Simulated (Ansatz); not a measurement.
## The false plateau in GW convergence: MgO (Fm-3m)

Wanted: the G0W0 gap of MgO (Fm-3m) over a grid of bands and cutoffs.

Method: G0W0 on PBE, plane waves, PAW; PAW set soft_1, in Ansatz 0.2.0.

**1. The starting structure**

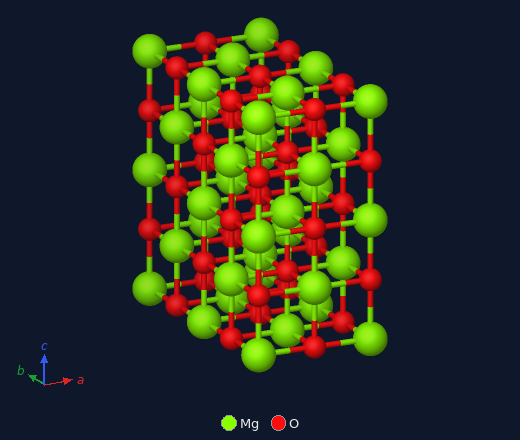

The starting structure, seen from a free direction (magnesium green, oxygen red). 1×2×2 cells are drawn. This picture shows the conventional cell, with its axes. Some periodic images of atoms are drawn too.

The cell and positions are those that the Materials Project relaxed with its own functionals (PBE, PBE+U or r2SCAN), kept fixed.

**2. 14 empty bands, screening to 50 eV**

Now the one-shot GW correction: screening in the RPA, then the self-energy of the levels asked for. This step takes PAW set soft_1 files.

Contents of input.yaml:

```yaml
crystal:
  lattice:
    - [0.0, 2.0970013927, 2.0970013927]
    - [2.0970013927, 0.0, 2.0970013927]
    - [2.0970013927, 2.0970013927, 0.0]
  atoms:
    - { symbol: Mg, position: [0.0, 0.0, 0.0] }
    - { symbol: O, position: [0.5, 0.5, 0.5] }
kpoints:
  mp_grid: { grid: [8, 8, 8] }
hamiltonian:
  xc: pbe
  pseudopotentials: { kind: paw, azcp: { folder: soft_1 } }
scf:
  occupations: { method: fixed }
gw:
  n_empty_bands: 14
  ecut_chi: 50
  qp_bands: [v2, c2]
  qp_kpoints: band_edges
  screening: { model: contour_deformation }
```

On the command line:

```console
$ ansatz run input.yaml --threads 2 --pin off --max-ram 73728MiB --backend cuda --events-out ev --progress --plain --runs-dir out --devices 1 --max-vram 13GiB
```

Numbers of over 12 decimals in the logs are rounded to 6 here.

The log of the run:

```text
GPUs: using 1 of 1 available (devices: 1).
Engine: ansatz 0.2.0, x86_64-unknown-linux-gnu
Pseudopotentials: kind: paw
Pseudopotential: Mg, paw, valence charge 10, recommended cutoff 420 eV (normal), soft_1/Mg.paw.azcp
Pseudopotential: O, paw, valence charge 6, recommended cutoff 420 eV (normal), soft_1/O.paw.azcp
Functional definition: PBE
  parameter kappa = 0.804
  parameter beta = 0.066725
  exchange = pbe_x(kappa = kappa, mu = beta*pi^2/3)
  correlation = pbe_c(beta = beta)
device memory: the entry about to start is reckoned to put 0.4 GiB on a device that reports 46.4 GiB free (of which the cap on the GPU budget leaves the run 13.0 GiB)
GPU FFT provider: cuFFT
GPU libraries: cuBLAS 13.8.2, cuFFT 12.4.0, cuSOLVER 12.3.4
Crystal: 2 atoms, lattice volume = 18.443 Å³
Basis set: ecut = 420 eV, 339 PW (Γ)
Bands: 12, of which v1, the nominal top of the filled ones, is band 8 counted from 1 (7 counted from 0)
Symmetry: 48 space group operations
Space group: Fm-3m (ITA 225), of the structure as read, at distance tolerance 2.6e-5 Å
k-points: 29 of 512
Non-local potential: Mg, projectors of the file, l = 0: 3, l = 1: 2, l = 2: 1
Non-local potential: O, projectors of the file, l = 0: 2, l = 1: 2, l = 2: 1
PAW form: soft (Blöchl's): semilocal exchange-correlation on the pseudo side does not see the compensation charge
PAW one-centre angular grid: Mg, 110 points (default); XC on 64 Gauss nodes
PAW one-centre angular grid: O, 110 points (default); XC on 64 Gauss nodes
Initial density: superposition of atomic densities (chi_scale 0.1, normalization cell, long waves kept (reshape's long-wave potential 0.00 eV rms))
Initial wavefunctions: pseudopotential atomic-orbital guess
GPU buffer pool allocated for 8000 grid points (all kernels)
GPU transforms: local potential and band sums: pruned to the plane-wave sphere, on 20×20×20
Functional: x = pbe(κ = 0.804, μ = 0.219515), c = pbe(β = 0.066725)
SCF iter   1: F=—  HF=-2494.086301 eV  |F-HF|=—  |Δ(HF+E_count)|=         —  Δρ=7.13e-2  dr2=5.03e-1  ethr=3.10e-3  ⟨swp⟩=4.1  Hψ=1965  notcnv=0  defer=20
preconditioner: auto → none  [insulator: Δε(μ)=4.534 eV  Ē_g=18.503 eV  n_scr=8 (ndim 8)  ℏωp=24.5 eV  f_vac=0.000  ε∞_Penn≈2.7]
SCF iter   2: F=—  HF=-2494.070458 eV  |F-HF|=—  |Δ(HF+E_count)|=   1.58e-2  Δρ=2.85e-2  dr2=8.04e-2  ethr=3.10e-3  ⟨swp⟩=2.9  Hψ=751  notcnv=0  defer=48
SCF iter   3: F=—  HF=-2494.119669 eV  |F-HF|=—  |Δ(HF+E_count)|=   4.92e-2  Δρ=4.63e-3  dr2=2.50e-3  ethr=5.03e-4  ⟨swp⟩=2.5  Hψ=592  notcnv=0  defer=55
SCF iter   4: F=—  HF=-2494.122899 eV  |F-HF|=—  |Δ(HF+E_count)|=   3.23e-3  Δρ=2.72e-3  dr2=9.18e-4  ethr=1.56e-5  ⟨swp⟩=2.2  Hψ=590  notcnv=0  defer=56
SCF iter   5: F=—  HF=-2494.122632 eV  |F-HF|=—  |Δ(HF+E_count)|=   2.67e-4  Δρ=3.05e-4  dr2=8.75e-6  ethr=5.74e-6  ⟨swp⟩=2.0  Hψ=489  notcnv=0  defer=56
SCF iter   6: F=-2494.122640 eV  HF=-2494.122640 eV  |F-HF|=2.13e-8  |Δ(HF+E_count)|=   8.24e-6  Δρ=1.79e-5  dr2=1.93e-8  ethr=6.25e-10  ⟨swp⟩=4.0  Hψ=1566  notcnv=0
SCF 1 converged in 6 iterations: F = -2494.122640 eV  dr2 = 1.93e-8
[...]
device memory: the entry about to start is reckoned to put 0.5 GiB on a device that reports 46.5 GiB free (of which the cap on the GPU budget leaves the run 13.0 GiB)
NSCF: frozen V_eff on 29 k-points, pencils in batches of 32, up to order 48
[...]
device memory: the entry about to start is reckoned to put 0.4 GiB on a device that reports 47.7 GiB free (of which the cap on the GPU budget leaves the run 13.0 GiB)
NSCF: frozen V_eff on 29 k-points, pencils in batches of 32, up to order 108
G₀W₀ screening: q 1/29
[... further progress lines ...]
SCF converged after 6 iterations
Free energy (F): -2494.122640 eV
Harris-Foulkes:  -2494.122640 eV  (|F-HF|=2.13e-8)
Internal energy: -2494.122640 eV  (E = F + TS)
E sigma→0 (E₀):  -2494.122640 eV
Fermi energy:    8.216166 eV
--- Per-component energies (eV) ---
  E_band       = -291.005374
  E_kinetic    = 243.937607
  E_local      = -1684.897838  (includes V_loc(G=0)·N_el)
  E_nonlocal   = 246.935791
  E_hartree    = 558.947267
  E_xc         = -100.781610
  E_vxc        = -129.132451  (∫ρ·V_xc dr)
  E_paw        = -463.345969  (= ΣΔE_a)
  E_vpaw       = -85.744046  (= ΣTr[D̂ρ^β])
  E_aug_tail   = 0.000768  (compensation charges beyond the density's cutoff)
  E_ewald      = -1294.918655
  E_smearing   = -0.000000  (= −TS)
  E_closure    = -0.000000  (closes the sum)
  Σ components = -2494.122640   (vs F -2494.122640, Δ=0.00e0)
--- Band table (eV; the first three rows and the last of 29) ---
  k-point 0: bands = [... 4 lower, -9.0985, 8.2162, 8.2162, 8.2162, 13.0890, 24.1069, 24.1069, 24.1069]
  k-point 1: bands = [... 4 lower, -8.9257, 7.2614, 8.1119, 8.1119, 13.9993, 22.4176, 24.4708, 24.4708]
  k-point 2: bands = [... 4 lower, -8.4774, 5.5425, 7.8713, 7.8713, 15.4415, 20.8843, 24.9989, 24.9989]
  k-point 28: bands = [... 4 lower, -7.4559, 5.2471, 5.2471, 6.4310, 19.9654, 19.9654, 20.5526, 23.9397]
--- G₀W₀: contour deformation, 5 samples at zero and on the imaginary axis and 4 off it, 512 q-points, 14 empty bands' worth ---
  eigenvalues of the whole cell's RPA ε∞ on this k-mesh (on a slab, of 1 + 4πα/V) = 3.0512, 3.0512, 3.0512; static W/v taken at q = 0 is 0.327741
  bands read: the sum over 22 bands ends inside a degenerate multiplet in 3 slots, whose members it reads at an even weight; the widest, k=3: bands 22 to 23 (counted from 1) at 1/2 each
  gw.qp_kpoints: band_edges: 14 of 29 stored k-points solved, in 1 pass; an edge of the gap read off the rows below is read off those points alone
    valence top: of the k-points left out ik 12 came nearest to being solved in a further pass, in band 7 (counted from 1, as in the quasiparticle table): it holds the edge there only if its correction is more favourable than any solved in that band by at least 0.741 eV; those differ by 0.579 eV
    conduction bottom: of the k-points left out ik 12 came nearest to being solved in a further pass, in band 9 (counted from 1, as in the quasiparticle table): it holds the edge there only if its correction is more favourable than any solved in that band by at least 3.302 eV; those differ by 0.746 eV
    ik  band        ε_KS         Σx   Σc(E_QP)       V_xc       Z   E_QP_lin       E_QP  E_QP is
     0     7      8.2162   -26.4736     4.6482   -20.9599  0.8022     7.3439     7.3507  root
     0     8      8.2162   -26.4736     4.6482   -20.9599  0.8022     7.3439     7.3507  root
     0     9     13.0890   -10.1548    -3.4419   -14.9022  0.8551    14.4046    14.3945  root
     0    10     24.1069    -3.7290    -4.2663    -9.6552  0.8392    25.7976    25.7668  root
     1     7      8.1119   -26.3679     4.6679   -20.8094  0.8016     7.2139     7.2213  root
     1     8      8.1119   -26.3679     4.6679   -20.8094  0.8016     7.2139     7.2213  root
     1     9     13.9993   -10.9361    -3.3435   -15.7438  0.8487    15.4770    15.4636  root
     1    10     22.4176    -4.1056    -4.3029    -9.9607  0.8360    23.9969    23.9697  root
     2     7      7.8713   -26.1366     4.7117   -20.4800  0.8001     6.9178     6.9264  root
     2     8      7.8713   -26.1366     4.7117   -20.4800  0.8001     6.9178     6.9264  root
     2     9     15.4415   -10.2020    -3.5876   -15.3953  0.8446    17.0657    17.0472  root
     2    10     20.8843    -6.1378    -4.2613   -12.1561  0.8315    22.6743    22.6413  root
     3     7      7.6449   -25.9329     4.7521   -20.1891  0.7988     6.6435     6.6532  root
     3     8      7.6449   -25.9329     4.7521   -20.1891  0.7988     6.6435     6.6532  root
[...]
24    10     18.6756    -5.3006    -3.8674   -10.6792  0.8484    20.2054    20.1868  root
    28     7      5.2471   -23.9138     4.8977   -17.5720  0.7855     3.7754     3.8031  root
    28     8      6.4310   -24.7719     4.7982   -18.7527  0.7927     5.1932     5.2101  root
    28     9     19.9654    -7.8928    -4.1599   -13.9897  0.8268    21.9432    21.9023  root
    28    10     19.9654    -7.8928    -4.1599   -13.9897  0.8268    21.9432    21.9023  root
```

It took 13 s on 1 × NVIDIA H100 80GB HBM3 (shared by 6 runs) with 2 threads of AMD EPYC 7R13 (Zen 3), shared host; peak memory 0.98 GiB; 15 s of CPU time.

Numbers from this step:

- bands summed: 22
- RPA ε∞ on this mesh (eigenvalues): 3.051, 3.051, 3.051
- plane waves in the screening matrix: 15
- q-points in the mesh: 512
- G0W0 gap on the mesh: 7.044 eV
- k of the valence top: 0, 0, 0
- k of the conduction bottom: 0, 0, 0
- starting gap on the mesh: 4.873 eV
- Z at the valence top: 0.8022
- Z at the conduction bottom: 0.8551
- least direct G0W0 gap on the computed points: 7.044 eV

The gap on the mesh goes from 4.87 eV to 7.04 eV, a correction of +2.17 eV. Between the two edge states, bare exchange in place of the xc potential would open the gap by 10.26 eV, and correlation takes back 8.09 eV.

**3. 76 empty bands, screening to 50 eV**

input.yaml: that of step 2 with these lines changed.

```diff
@@ -16,3 +16,3 @@
 gw:
-  n_empty_bands: 14
+  n_empty_bands: 76
   ecut_chi: 50
```

The log of the run:

```text
GPUs: using 1 of 1 available (devices: 1).
[...]
GPU FFT provider: cuFFT
GPU libraries: cuBLAS 13.8.2, cuFFT 12.4.0, cuSOLVER 12.3.4
Crystal: 2 atoms, lattice volume = 18.443 Å³
Basis set: ecut = 420 eV, 339 PW (Γ)
Bands: 12, of which v1, the nominal top of the filled ones, is band 8 counted from 1 (7 counted from 0)
Symmetry: 48 space group operations
[...]
k-points: 29 of 512
[...]
1    10     22.4176    -4.1056    -4.8311    -9.9607  0.8345    23.4532    23.4415  root
[...]
28     7      5.2471   -23.9138     4.7105   -17.5720  0.7864     3.5803     3.6158  root
    28     8      6.4310   -24.7719     4.5937   -18.7527  0.7934     4.9824     5.0056  root
    28     9     19.9654    -7.8928    -4.6239   -13.9897  0.8259    21.4604    21.4383  root
    28    10     19.9654    -7.8928    -4.6239   -13.9897  0.8259    21.4604    21.4383  root
[key lines of the parts left out:]
SCF converged after 6 iterations
Free energy (F): -2494.122640 eV
Fermi energy:    8.216166 eV
```

Run time: 12 s. Hardware: 1 × NVIDIA H100 80GB HBM3 (shared by 6 runs) with 2 threads; peak memory 1.1 GiB.

This step gave:

| Quantity | Value |
| --- | --- |
| bands summed | 84 |
| RPA ε∞ on this mesh (eigenvalues) | 3.077, 3.077, 3.077 |
| plane waves in the screening matrix | 15 |
| G0W0 gap on the mesh | 6.870 eV |
| k of the valence top | 0, 0, 0 |
| k of the conduction bottom | 0, 0, 0 |
| starting gap on the mesh | 4.873 eV |
| least direct G0W0 gap on the computed points | 6.870 eV |

Against the run with 8×8×8 mesh, 14 empty bands, screening to 50 eV, PAW set soft_1 files, the gap moves by −0.17 eV.

**4. 41 empty bands, screening to 100 eV**

Another rung: the empty bands reach about as high as the screening cutoff, so the two stay in balance.

input.yaml: that of step 3 with these lines changed.

```diff
@@ -16,4 +16,4 @@
 gw:
-  n_empty_bands: 76
-  ecut_chi: 50
+  n_empty_bands: 41
+  ecut_chi: 100
   qp_bands: [v2, c2]
```

The log of the run:

```text
GPUs: using 1 of 1 available (devices: 1).
[...]
GPU FFT provider: cuFFT
GPU libraries: cuBLAS 13.8.2, cuFFT 12.4.0, cuSOLVER 12.3.4
Crystal: 2 atoms, lattice volume = 18.443 Å³
Basis set: ecut = 420 eV, 339 PW (Γ)
Bands: 12, of which v1, the nominal top of the filled ones, is band 8 counted from 1 (7 counted from 0)
Symmetry: 48 space group operations
[...]
k-points: 29 of 512
[...]
1    10     22.4176    -4.1056    -4.7394    -9.9607  0.8338    23.5468    23.5332  root
[...]
28     7      5.2471   -23.9138     4.7034   -17.5720  0.7832     3.5742     3.6086  root
    28     8      6.4310   -24.7719     4.5673   -18.7527  0.7887     4.9561     4.9793  root
    28     9     19.9654    -7.8928    -4.5527   -13.9897  0.8216    21.5335    21.5095  root
    28    10     19.9654    -7.8928    -4.5527   -13.9897  0.8216    21.5335    21.5095  root
[key lines of the parts left out:]
SCF converged after 6 iterations
Free energy (F): -2494.122640 eV
Fermi energy:    8.216166 eV
```

Wall time 9.1 s (1 × NVIDIA H100 80GB HBM3 (shared by 6 runs) with 2 threads); peak memory 1 GiB.

The G0W0 gap on the mesh is 7.134 eV.

**5. 217 empty bands, screening to 100 eV**

input.yaml: that of step 4 with these lines changed.

```diff
@@ -16,3 +16,3 @@
 gw:
-  n_empty_bands: 41
+  n_empty_bands: 217
   ecut_chi: 100
```

The log of the run:

```text
GPUs: using 1 of 1 available (devices: 1).
[...]
GPU FFT provider: cuFFT
GPU libraries: cuBLAS 13.8.2, cuFFT 12.4.0, cuSOLVER 12.3.4
Crystal: 2 atoms, lattice volume = 18.443 Å³
Basis set: ecut = 420 eV, 339 PW (Γ)
Bands: 12, of which v1, the nominal top of the filled ones, is band 8 counted from 1 (7 counted from 0)
Symmetry: 48 space group operations
[...]
k-points: 29 of 512
[...]
1    10     22.4176    -4.1056    -4.9100    -9.9607  0.8335    23.3726    23.3627  root
[...]
28     7      5.2471   -23.9138     4.5748   -17.5720  0.7830     3.4393     3.4800  root
    28     8      6.4310   -24.7719     4.4191   -18.7527  0.7884     4.8025     4.8310  root
    28     9     19.9654    -7.8928    -4.7426   -13.9897  0.8211    21.3377    21.3196  root
    28    10     19.9654    -7.8928    -4.7426   -13.9897  0.8211    21.3377    21.3196  root
[key lines of the parts left out:]
SCF converged after 6 iterations
Free energy (F): -2494.122640 eV
Fermi energy:    8.216166 eV
```

The job ended after 15 s (1 × NVIDIA H100 80GB HBM3 (shared by 6 runs) with 2 threads; peak memory 1.1 GiB; 18 s of CPU time).

The G0W0 gap on the mesh is 7.143 eV.

**6. 14 empty bands, screening to 150 eV**

input.yaml: that of step 5 with these lines changed.

```diff
@@ -16,4 +16,4 @@
 gw:
-  n_empty_bands: 217
-  ecut_chi: 100
+  n_empty_bands: 14
+  ecut_chi: 150
   qp_bands: [v2, c2]
```

The log of the run:

```text
GPUs: using 1 of 1 available (devices: 1).
[...]
GPU FFT provider: cuFFT
GPU libraries: cuBLAS 13.8.2, cuFFT 12.4.0, cuSOLVER 12.3.4
Crystal: 2 atoms, lattice volume = 18.443 Å³
Basis set: ecut = 420 eV, 339 PW (Γ)
Bands: 12, of which v1, the nominal top of the filled ones, is band 8 counted from 1 (7 counted from 0)
Symmetry: 48 space group operations
[...]
k-points: 29 of 512
[...]
1    10     22.4176    -4.1056    -4.2403    -9.9607  0.8368    24.0611    24.0323  root
[...]
28     7      5.2471   -23.9138     4.9917   -17.5720  0.7819     3.8740     3.8970  root
    28     8      6.4310   -24.7719     4.8852   -18.7527  0.7873     5.2832     5.2970  root
    28     9     19.9654    -7.8928    -4.1033   -13.9897  0.8224    22.0008    21.9590  root
    28    10     19.9654    -7.8928    -4.1033   -13.9897  0.8224    22.0008    21.9590  root
[key lines of the parts left out:]
SCF converged after 6 iterations
Free energy (F): -2494.122640 eV
Fermi energy:    8.216166 eV
```

It took 13 s on 1 × NVIDIA H100 80GB HBM3 (shared by 6 runs) with 2 threads; peak memory 1 GiB.

The G0W0 gap on the mesh is 7.225 eV.

**7. 76 empty bands, screening to 150 eV**

input.yaml: that of step 6 with these lines changed.

```diff
@@ -16,3 +16,3 @@
 gw:
-  n_empty_bands: 14
+  n_empty_bands: 76
   ecut_chi: 150
```

The log of the run:

```text
GPUs: using 1 of 1 available (devices: 1).
[...]
GPU FFT provider: cuFFT
GPU libraries: cuBLAS 13.8.2, cuFFT 12.4.0, cuSOLVER 12.3.4
Crystal: 2 atoms, lattice volume = 18.443 Å³
Basis set: ecut = 420 eV, 339 PW (Γ)
Bands: 12, of which v1, the nominal top of the filled ones, is band 8 counted from 1 (7 counted from 0)
Symmetry: 48 space group operations
[...]
k-points: 29 of 512
[...]
1    10     22.4176    -4.1056    -4.8353    -9.9607  0.8342    23.4486    23.4373  root
[...]
28     7      5.2471   -23.9138     4.5622   -17.5720  0.7809     3.4262     3.4674  root
    28     8      6.4310   -24.7719     4.3940   -18.7527  0.7861     4.7765     4.8059  root
    28     9     19.9654    -7.8928    -4.6945   -13.9897  0.8208    21.3869    21.3678  root
    28    10     19.9654    -7.8928    -4.6945   -13.9897  0.8208    21.3869    21.3678  root
[key lines of the parts left out:]
SCF converged after 6 iterations
Free energy (F): -2494.122640 eV
Fermi energy:    8.216166 eV
```

The job ended after 15 s (1 × NVIDIA H100 80GB HBM3 (shared by 6 runs) with 2 threads; peak memory 1.1 GiB; 17 s of CPU time).

The G0W0 gap on the mesh is 7.297 eV.

(Continued in part 2 of 2.)

[Paths, hosts, dates, memory and timing lines, banners, echoed tables and standing remarks are left out of the program output.]

[Logs are printed without paths, hosts, clocks, repeated set-up lines and the standing remarks that a program may print on its own settings, such as how far it seeks lower states.]

[Runs of the session that timed out or met a known fault of the program may be left out.]

[Cells called generated may have been cut or substituted from an entry of the Crystallography Open Database or the Materials Project.]

[Hosts, paths, dates, database ids (printed as entryN), source tags and the programs' standing remarks are cut or masked in the printed files.]
